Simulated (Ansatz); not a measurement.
Si$_{47}$Ge (cell with a defect)

```cif
data_structure
_symmetry_space_group_name_H-M 'P 1'
_symmetry_Int_Tables_number 1
_cell_length_a 11.0046
_cell_length_b 9.3847
_cell_length_c 11.4939
_cell_angle_alpha 90.000
_cell_angle_beta 121.482
_cell_angle_gamma 115.239
_cell_volume 876.68
loop_
_atom_site_label
_atom_site_type_symbol
_atom_site_fract_x
_atom_site_fract_y
_atom_site_fract_z
_atom_site_occupancy
Ge1 Ge 0.13373 0.06687 0.10030 1
Si1 Si 0.13373 0.06687 0.60030 1
Si2 Si 0.46707 0.73353 0.10030 1
Si3 Si 0.46707 0.73353 0.60030 1
Si4 Si 0.80040 0.40020 0.10030 1
Si5 Si 0.80040 0.40020 0.60030 1
Si6 Si 0.16667 0.83333 0.14970 1
Si7 Si 0.16667 0.83333 0.64970 1
Si8 Si 0.50000 0.50000 0.14970 1
Si9 Si 0.50000 0.50000 0.64970 1
Si10 Si 0.83333 0.16667 0.14970 1
Si11 Si 0.83333 0.16667 0.64970 1
Si12 Si 0.26647 0.23353 0.00000 1
Si13 Si 0.26647 0.23353 0.50000 1
Si14 Si 0.59980 0.90020 0.00000 1
Si15 Si 0.59980 0.90020 0.50000 1
Si16 Si 0.93313 0.56687 0.00000 1
Si17 Si 0.93313 0.56687 0.50000 1
Si18 Si 0.09980 0.19960 0.25000 1
Si19 Si 0.09980 0.19960 0.75000 1
Si20 Si 0.43313 0.86627 0.25000 1
Si21 Si 0.43313 0.86627 0.75000 1
Si22 Si 0.76647 0.53293 0.25000 1
Si23 Si 0.76647 0.53293 0.75000 1
Si24 Si 0.53293 0.26647 0.39970 1
Si25 Si 0.53293 0.26647 0.89970 1
Si26 Si 0.86627 0.93313 0.39970 1
Si27 Si 0.86627 0.93313 0.89970 1
Si28 Si 0.19960 0.59980 0.39970 1
Si29 Si 0.19960 0.59980 0.89970 1
Si30 Si 0.16667 0.83333 0.35030 1
Si31 Si 0.16667 0.83333 0.85030 1
Si32 Si 0.50000 0.50000 0.35030 1
Si33 Si 0.50000 0.50000 0.85030 1
Si34 Si 0.83333 0.16667 0.35030 1
Si35 Si 0.83333 0.16667 0.85030 1
Si36 Si 0.40020 0.09980 0.00000 1
Si37 Si 0.40020 0.09980 0.50000 1
Si38 Si 0.73353 0.76647 0.00000 1
Si39 Si 0.73353 0.76647 0.50000 1
Si40 Si 0.06687 0.43313 0.00000 1
Si41 Si 0.06687 0.43313 0.50000 1
Si42 Si 0.23353 0.46707 0.25000 1
Si43 Si 0.23353 0.46707 0.75000 1
Si44 Si 0.56687 0.13373 0.25000 1
Si45 Si 0.56687 0.13373 0.75000 1
Si46 Si 0.90020 0.80040 0.25000 1
Si47 Si 0.90020 0.80040 0.75000 1
```

Not relaxed (largest force 0.9 eV/Å).

These are results of Ansatz, DFT, PBE, plane-wave PAW, default files, scalar-relativistic, not measurements.

### What can the converged valence pseudo-density and electron localisation function tell about the bonding?

Si–Ge (2.39 Å): ρ at the midpoint is about 0.54 e/Å³; the ELF peaks at about 0.90 between the atoms: a covalent bond.

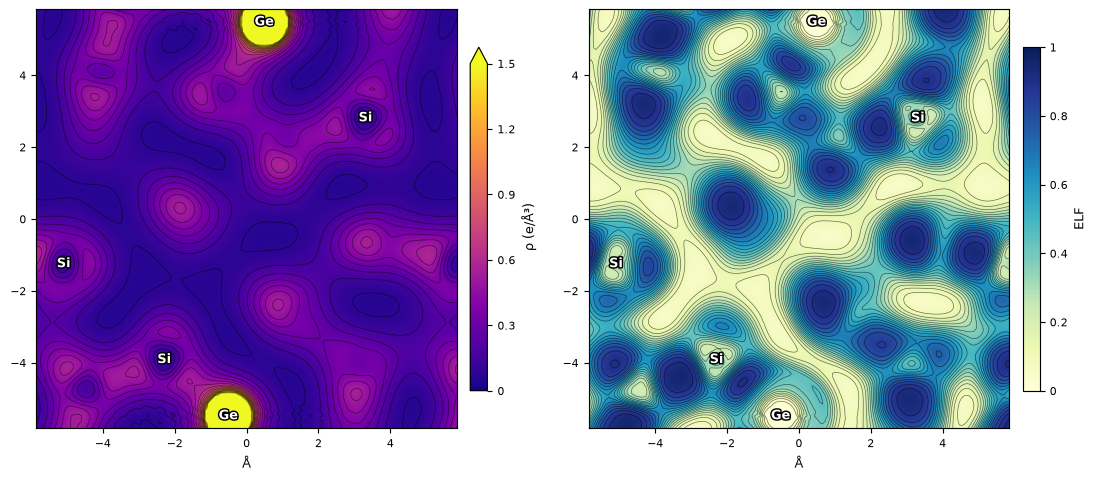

Computed valence pseudo-density and electron localisation function on the (011̄) plane of the calculation cell, in this order. Atoms just off the plane (Si, 0.4 Å away) can leave unmarked features too.

Core electrons are frozen (PAW), and the valence fields are smoothed inside the atomic spheres.
